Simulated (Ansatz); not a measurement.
# Two runs on Sn$_{4}$Se$_{5}$

System: Sn$_{4}$Se$_{5}$ (slab, 9 atoms in the cell).
Method of the first run: DFT PBE, scalar-relativistic, plane waves, PAW, no spin polarisation (Ansatz 0.2.0).

The structure derives from an entry of the Crystallography Open Database. Text and figures count atoms from 1; the logs count them from 0 in places.

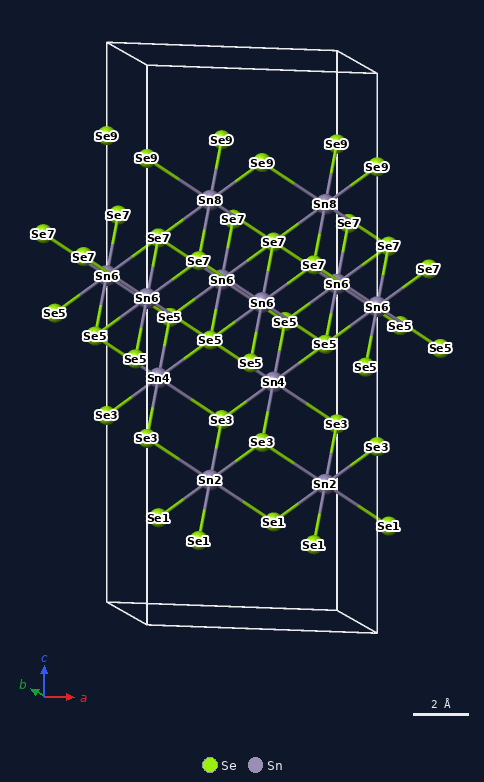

Figure 1. The structure (ball-and-stick view of the 2 × 1 repeat of the cell, with the vacuum cut short, seen slightly off an axis; bonded neighbours outside the cell are drawn too; atoms are numbered from 1 in the order of the input). An atom can appear more than once, as a periodic image.

### The input, the first run
```yaml
crystal:
  lattice:
    - [4.2862138071, 0.0, 0.0]
    - [-2.1431069035, 3.711970043, 0.0]
    - [0.0, 0.0, 28.9987156744]
  atoms:
    - { symbol: Se, position: [0.3333333333, 0.6666666667, 0.2586321437] }
    - { symbol: Sn, position: [0.6666666667, 0.3333333333, 0.3189741078] }
    - { symbol: Se, position: [0.0, 0.0, 0.3793160719] }
    - { symbol: Sn, position: [0.3333333333, 0.6666666667, 0.4396580359] }
    - { symbol: Se, position: [0.6666666667, 0.3333333333, 0.5] }
    - { symbol: Sn, position: [0.0, 0.0, 0.5603419641] }
    - { symbol: Se, position: [0.3333333333, 0.6666666667, 0.6206839281] }
    - { symbol: Sn, position: [0.6666666667, 0.3333333333, 0.6810258922] }
    - { symbol: Se, position: [0.0, 0.0, 0.7413678563] }
basis:
  ecutwfc: 420
kpoints:
  mp_grid: { grid: [9, 9, 1] }
hamiltonian:
  xc: pbe
scf:
  occupations: { method: gaussian, width: 0.05 }
  mixing: { preconditioner: none, beta: 0.7 }
  max_iter: 68
output:
  forces: true
  stress: true
  eigenvalues: true
efield:
  axis: 3
  dipole_correction: true
  ramp_width: 0.04
```

Command:
```bash
ansatz run input.yaml --threads 1 --pin off --max-ram 2560MiB --backend cpu --events-out ev --progress --plain --runs-dir out
```

Hardware: 1 thread of Intel Xeon @ 2.70GHz, 189 GiB of memory available, shared host.

### Output, shortened to warnings, some set-up lines, iterations and results (the first run)
```
Basis set: ecut = 420 eV, 8983 PW (Γ), exchange–correlation on 60×60×400 points (8 copies of the dense FFT grid, shifted against one another)
Symmetry: 6 space group operations
k-points: 12 of 81 (time reversal used)
Initial density: superposition of atomic densities (neutral atoms: chi_scale 0, normalization atom), corrected by the library's trained network
[...]
SCF iter   1: F=—  HF=-51444.787740 eV  |F-HF|=—  |Δ(HF+E_count)|=         —  Δρ=2.17e-3  dr2=4.93e-1  ethr=1.77e-3  p=-0.000 e·Å  D=-1.52e-13 V/Å  ΔV_dip=0.00 eV  …
SCF iter   2: F=—  HF=-51448.442195 eV  |F-HF|=—  |Δ(HF+E_count)|=    3.65e0  Δρ=2.26e-2  dr2=6.66e1  ethr=3.62e-4  p=0.002 e·Å  D=6.62e-4 V/Å  ΔV_dip=-0.02 eV  …
SCF iter   3: F=—  HF=-51444.761410 eV  |F-HF|=—  |Δ(HF+E_count)|=    3.68e0  Δρ=1.19e-3  dr2=4.71e-2  ethr=3.62e-4  p=-0.002 e·Å  D=-7.23e-4 V/Å  ΔV_dip=0.02 eV  …
SCF iter   4: F=—  HF=-51444.950243 eV  |F-HF|=—  |Δ(HF+E_count)|=   1.89e-1  Δρ=7.81e-3  dr2=1.37e1  ethr=3.46e-5  p=0.053 e·Å  D=2.09e-2 V/Å  ΔV_dip=-0.61 eV  …
SCF iter   5: F=—  HF=-51444.757378 eV  |F-HF|=—  |Δ(HF+E_count)|=   1.93e-1  Δρ=6.23e-4  dr2=1.07e-2  ethr=3.46e-5  p=-0.001 e·Å  D=-2.46e-4 V/Å  ΔV_dip=0.01 eV  …
SCF iter   6: F=—  HF=-51444.755982 eV  |F-HF|=—  |Δ(HF+E_count)|=   1.40e-3  Δρ=2.09e-4  dr2=6.64e-4  ethr=7.88e-6  p=0.000 e·Å  D=8.63e-5 V/Å  ΔV_dip=-0.00 eV  …
SCF iter   7: F=—  HF=-51444.756165 eV  |F-HF|=—  |Δ(HF+E_count)|=   1.83e-4  Δρ=1.26e-4  dr2=4.21e-4  ethr=4.88e-7  p=-0.001 e·Å  D=-3.28e-4 V/Å  ΔV_dip=0.01 eV  …
SCF iter   8: F=—  HF=-51444.756219 eV  |F-HF|=—  |Δ(HF+E_count)|=   5.42e-5  Δρ=1.26e-4  dr2=8.52e-4  ethr=3.09e-7  p=0.001 e·Å  D=5.12e-4 V/Å  ΔV_dip=-0.01 eV  …
SCF iter   9: F=—  HF=-51444.756144 eV  |F-HF|=—  |Δ(HF+E_count)|=   7.50e-5  Δρ=3.48e-5  dr2=2.01e-5  ethr=3.09e-7  p=-0.000 e·Å  D=-5.30e-5 V/Å  ΔV_dip=0.00 eV  …
SCF iter  10: F=—  HF=-51444.755881 eV  |F-HF|=—  |Δ(HF+E_count)|=   2.64e-4  Δρ=1.27e-5  dr2=2.39e-6  ethr=1.48e-8  p=0.000 e·Å  D=6.37e-6 V/Å  ΔV_dip=-0.00 eV  …
SCF iter  11: F=—  HF=-51444.755880 eV  |F-HF|=—  |Δ(HF+E_count)|=   4.32e-7  Δρ=2.97e-6  dr2=1.04e-7  ethr=1.76e-9  p=-0.000 e·Å  D=-3.44e-6 V/Å  ΔV_dip=0.00 eV  …
SCF iter  12: F=—  HF=-51444.755880 eV  |F-HF|=—  |Δ(HF+E_count)|=   8.91e-9  Δρ=2.10e-6  dr2=2.59e-7  ethr=7.35e-11  p=0.000 e·Å  D=3.88e-6 V/Å  ΔV_dip=-0.00 eV  …
SCF iter  13: F=-51444.755880 eV  HF=-51444.755880 eV  |F-HF|=2.89e-8  |Δ(HF+E_count)|=   2.33e-8  Δρ=7.97e-7  dr2=2.85e-8  ethr=7.35e-11  p=-0.000 e·Å  D=-7.94e-7 V/Å  …
SCF 1 converged in 13 iterations: F = -51444.755880 eV  dr2 = 2.85e-8
SCF converged after 13 iterations
Stability not checked: this state was not tested for a lower state beside it, because the mixer in use, unlike msr1, does not test its closes by its own steps (another_mixer; see scf.mixing.algorithm and scf.lower_state_search)
Free energy (F): -51444.755880 eV
Harris-Foulkes:  -51444.755880 eV  (|F-HF|=2.89e-8)
Internal energy: -51444.748145 eV  (E = F + TS)
E sigma→0 (E₀):  -51444.752013 eV
Entropy (-TS):   -0.007735 eV (-0.859 meV/atom)
Fermi energy:    1.699726 eV
Dipole field:    D = 0.000044 V/Å  (p = 0.000112 e·Å, saw-weighted, corrected)
Work function:   Φ+ = 5.9615 eV   Φ− = 5.9628 eV
Levels:          The Fermi level and band energies are counted from a zero that moves with the ramp; work functions are not
--- Per-component energies (eV) ---
  E_band       = -3223.612639
  E_kinetic    = 1320.639154
  E_local      = -121131.791690  (includes V_loc(G=0)·N_el)
  E_nonlocal   = -3107.593551
  E_hartree    = 60438.697992
  E_xc         = -2046.112620
  E_vxc        = -866.776227  (∫ρ·V_xc dr)
  E_paw        = -26094.670607  (= ΣΔE_a)
  E_vpaw       = -315.511880  (= ΣTr[D̂ρ^β])
  E_aug_tail   = -0.002903  (compensation charges beyond the density's cutoff)
  E_efield     = 0.000000  (sawtooth field / dipole correction)
  E_vefield    = 0.000000  (∫n·V_field dr)
  E_ewald      = 39176.086081
  E_smearing   = -0.007735  (= −TS)
  E_closure    = -0.000000  (closes the sum)
  Σ components = -51444.755880   (vs F -51444.755880, Δ=0.00e0)
--- Forces (eV/Å), atoms counted from 1 ---
  atom   1  Se     0.00000000    -0.00000000     1.62570145
  atom   2  Sn    -0.00000000     0.00000000    -1.89654802
  atom   3  Se     0.00000000    -0.00000000     0.55431505
  atom   4  Sn    -0.00000000     0.00000000    -0.24141365
  atom   5  Se    -0.00000000     0.00000000    -0.00000461
  atom   6  Sn     0.00000000    -0.00000000     0.24141129
  atom   7  Se    -0.00000000     0.00000000    -0.55429865
  atom   8  Sn     0.00000000    -0.00000000     1.89654968
  atom   9  Se    -0.00000000     0.00000000    -1.62571644
  max |Σ_I F_I| component: 3.90e-6 eV/Å
--- Stress (GPa, compression-positive) ---
       -2.189607      -0.000000       0.000000
       -0.000000      -2.189607      -0.000000
        0.000000      -0.000000      -2.042268
  P = ⅓ Tr σ = -2.1405 GPa (-21.405 kbar)
```

For the second run the input was changed thus:
```diff
-  mixing: { preconditioner: none, beta: 0.7 }
-  max_iter: 68
+  max_iter: 86
+  amplitude: 1.5
```

Predict how the results change.

The second run ends 176.7 meV per atom lower: the change has altered the solution reached or how tightly it is converged. The largest force goes from 1.897 to 2.046 eV/Å. The SCF takes 17 iterations against 13.

### Output, shortened to warnings, some set-up lines, iterations and results (the second run)
```
WARN: efield: at this solve's end the planar-averaged density reaches 5.34e-5 e/Å³ inside the ramp window [0.9455, 0.1104] (bound 1e-5 e/Å³); the window's nearer edge stands 4.30 Å from this solve's nearest atom along the axis. Its free energy, forces, stress, dipole, levels and responses can be off, and this figure does not tell by how much. A short vacuum, a low `basis.ecutwfc` or …
Basis set: ecut = 420 eV, 8983 PW (Γ), exchange–correlation on 60×60×400 points (8 copies of the dense FFT grid, shifted against one another)
Symmetry: 6 space group operations
k-points: 12 of 81 (time reversal used)
Initial density: superposition of atomic densities (neutral atoms: chi_scale 0, normalization atom, screened)
[...]
SCF iter   1: F=—  HF=-51449.150838 eV  |F-HF|=—  |Δ(HF+E_count)|=         —  Δρ=2.23e-2  dr2=4.95e1  ethr=3.10e-3  p=2.643 e·Å  D=1.04e0 V/Å  ΔV_dip=-30.06 eV  …
SCF iter   2: F=—  HF=-51561.065082 eV  |F-HF|=—  |Δ(HF+E_count)|=    1.12e2  Δρ=1.21e-1  dr2=3.97e3  ethr=3.10e-3  p=0.228 e·Å  D=8.94e-2 V/Å  ΔV_dip=-2.59 eV  …
SCF iter   3: F=—  HF=-51447.629253 eV  |F-HF|=—  |Δ(HF+E_count)|=    1.13e2  Δρ=1.61e-2  dr2=3.34e1  ethr=3.10e-3  p=2.516 e·Å  D=9.87e-1 V/Å  ΔV_dip=-28.61 eV  …
SCF iter   4: F=—  HF=-51446.706492 eV  |F-HF|=—  |Δ(HF+E_count)|=   9.23e-1  Δρ=1.09e-2  dr2=1.31e1  ethr=3.10e-3  p=2.301 e·Å  D=9.03e-1 V/Å  ΔV_dip=-26.17 eV  …
SCF iter   5: F=—  HF=-51446.441885 eV  |F-HF|=—  |Δ(HF+E_count)|=   2.65e-1  Δρ=5.91e-3  dr2=7.85e-1  ethr=3.10e-3  p=2.094 e·Å  D=8.21e-1 V/Å  ΔV_dip=-23.82 eV  …
[... 8 lines ...]
SCF iter  14: F=—  HF=-51446.345867 eV  |F-HF|=—  |Δ(HF+E_count)|=   2.89e-4  Δρ=1.42e-5  dr2=6.16e-6  ethr=1.54e-8  p=2.124 e·Å  D=8.33e-1 V/Å  ΔV_dip=-24.16 eV  …
SCF iter  15: F=—  HF=-51446.345867 eV  |F-HF|=—  |Δ(HF+E_count)|=   3.64e-7  Δρ=5.25e-6  dr2=5.50e-7  ethr=4.53e-9  p=2.124 e·Å  D=8.33e-1 V/Å  ΔV_dip=-24.16 eV  …
SCF iter  16: F=—  HF=-51446.345867 eV  |F-HF|=—  |Δ(HF+E_count)|=   4.12e-8  Δρ=2.85e-6  dr2=1.11e-7  ethr=4.04e-10  p=2.124 e·Å  D=8.33e-1 V/Å  ΔV_dip=-24.16 eV  …
SCF iter  17: F=-51446.345867 eV  HF=-51446.345867 eV  |F-HF|=6.42e-9  |Δ(HF+E_count)|=   1.82e-9  Δρ=1.30e-6  dr2=1.45e-8  ethr=7.35e-11  p=2.124 e·Å  D=8.33e-1 V/Å  …
SCF 1 converged in 17 iterations: F = -51446.345867 eV  dr2 = 1.45e-8
SCF converged after 17 iterations
Free energy (F): -51446.345867 eV
Harris-Foulkes:  -51446.345867 eV  (|F-HF|=6.42e-9)
Internal energy: -51446.336692 eV  (E = F + TS)
E sigma→0 (E₀):  -51446.341279 eV
Entropy (-TS):   -0.009175 eV (-1.019 meV/atom)
Fermi energy:    1.622881 eV
Dipole field:    D = 0.833189 V/Å  (p = 2.124413 e·Å, saw-weighted, corrected)
Work function:   not extracted (applied field tilts the vacuum); planar V_es + V_field profile in the machine report
Levels:          The Fermi level and band energies are counted from a zero that moves with the ramp; work functions are not
Vacuum region:   at the solve's end the planar-averaged density reaches 5.34e-5 e/Å³ inside the ramp window [0.9455, 0.1104] (bound 1e-5 e/Å³)
--- Per-component energies (eV) ---
  E_band       = -3233.705043
  E_kinetic    = 1320.444887
  E_local      = -121121.652640  (includes V_loc(G=0)·N_el)
  E_nonlocal   = -3107.542472
  E_hartree    = 60429.328414
  E_xc         = -2046.020517
  E_vxc        = -866.650337  (∫ρ·V_xc dr)
  E_paw        = -26094.675941  (= ΣΔE_a)
  E_vpaw       = -315.537405  (= ΣTr[D̂ρ^β])
  E_aug_tail   = -0.002903  (compensation charges beyond the density's cutoff)
  E_efield     = -2.301600  (sawtooth field / dipole correction)
  E_vefield    = -1.416582  (∫n·V_field dr)
  E_ewald      = 39176.086081
  E_smearing   = -0.009175  (= −TS)
  E_closure    = 0.000000  (closes the sum)
  Σ components = -51446.345867   (vs F -51446.345867, Δ=0.00e0)
--- Forces (eV/Å), atoms counted from 1 ---
  atom   1  Se     0.00000000    -0.00000000     1.37203160
  atom   2  Sn    -0.00000000     0.00000000    -1.74075719
  atom   3  Se     0.00000000    -0.00000000     0.57046970
  atom   4  Sn    -0.00000000     0.00000000    -0.28672352
  atom   5  Se    -0.00000000    -0.00000000     0.06192248
  atom   6  Sn     0.00000000    -0.00000000     0.18976728
  atom   7  Se    -0.00000000     0.00000000    -0.52166715
  atom   8  Sn     0.00000000    -0.00000000     2.04564242
  atom   9  Se    -0.00000000     0.00000000    -1.68944257
  max |Σ_I F_I| component: 1.24e-3 eV/Å
--- Stress (GPa, compression-positive) ---
       -1.636150      -0.000000       0.000000
       -0.000000      -1.636150      -0.000000
        0.000000      -0.000000      -1.572366
  P = ⅓ Tr σ = -1.6149 GPa (-16.149 kbar)
```

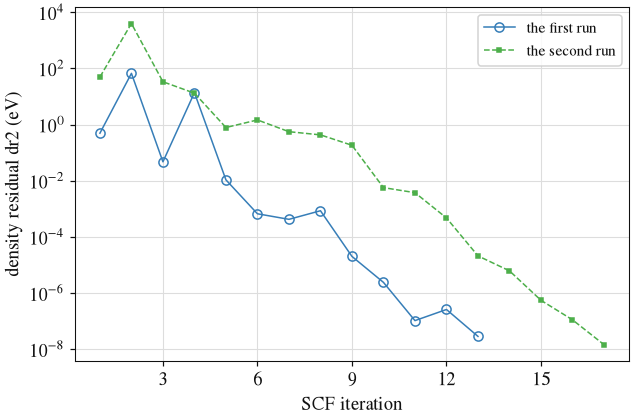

Figure 2. Convergence of the two runs: density residual dr2 against the SCF iteration. The first run takes 13 iterations in all, and the second run takes 17.

### The two runs side by side

| quantity | the first run | the second run |
| --- | --- | --- |
| outcome | converged | converged |
| free energy per atom (eV) | −5716.0840 | −5716.2607 |
| energy per atom, smearing taken to zero (eV) | −5716.0836 | −5716.2601 |
| gap on the mesh (eV) | 0.00 | 0.00 |
| work function (eV) | 5.96 | – |
| largest force (eV/Å) | 1.897 | 2.046 |
| SCF iterations | 13 | 17 |
| irreducible k-points | 12 | 12 |
| plane waves at Γ | 8983 | 8983 |
| wall time (shared host) | 91 s | 95 s |

For the second run: Warnings: the density in the vacuum is higher than it should be, so vacuum levels may be off.
